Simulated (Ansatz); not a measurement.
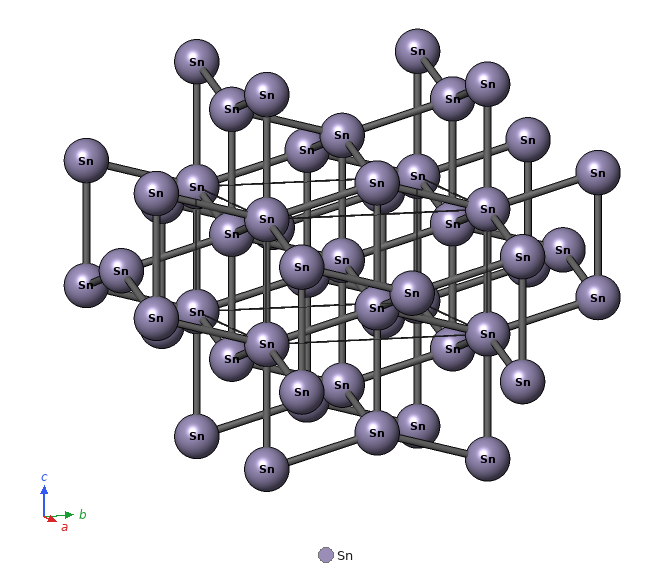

A ball-and-stick rendering, viewed slightly off an axis. The conventional unit cell is outlined; an atom on or near a face, edge or corner is repeated at each equivalent position. The first bonded neighbours in the surrounding cells are also shown.

Sn, β-tin type, space group I4_1/amd (No. 141), a = 5.929 Å, b = 5.929 Å, c = 3.233 Å, α = 90.00°, β = 90.00°, γ = 90.00°. Starting structure: a structure listed in the Materials Project. Earlier steps of the study, as a rule a relaxation of our own, may have changed the cell and positions, so they can lie some per cent off the listed ones. Ansatz was used for an electronic-structure calculation on it.

This one geometry was computed with Ansatz (DFT, plane waves, PAW) at four levels of theory: PBE with spin-orbit coupling, LDA, r2SCAN and PBE.

Which level gives the highest pressure at this volume, and what does that say about its equilibrium volume?

Highest: PBE with spin-orbit coupling (0.0 GPa) and PBE (0.0 GPa), which points to the largest equilibrium volume. Lowest, with the smallest volume: LDA (-4.0 GPa). Levels within 0.5 GPa of each other can't be told apart.

How does the band gap change with the level of theory?

All levels give a metal.

Collect the results in a table.

| level | cutoff (eV) | k-mesh of the run's cell | gap (eV) | pressure (GPa) |
| --- | --- | --- | --- | --- |
| PBE with spin-orbit coupling | 420 | 14×14×14 | metal | 0.0 |
| LDA | 420 | 14×14×14 | metal | -4.0 |
| r2SCAN | 500 | 14×14×14 | metal | -1.5 |
| PBE | 420 | 14×14×14 | metal | 0.0 |

Gaps are taken on the k-mesh or band path of each run.
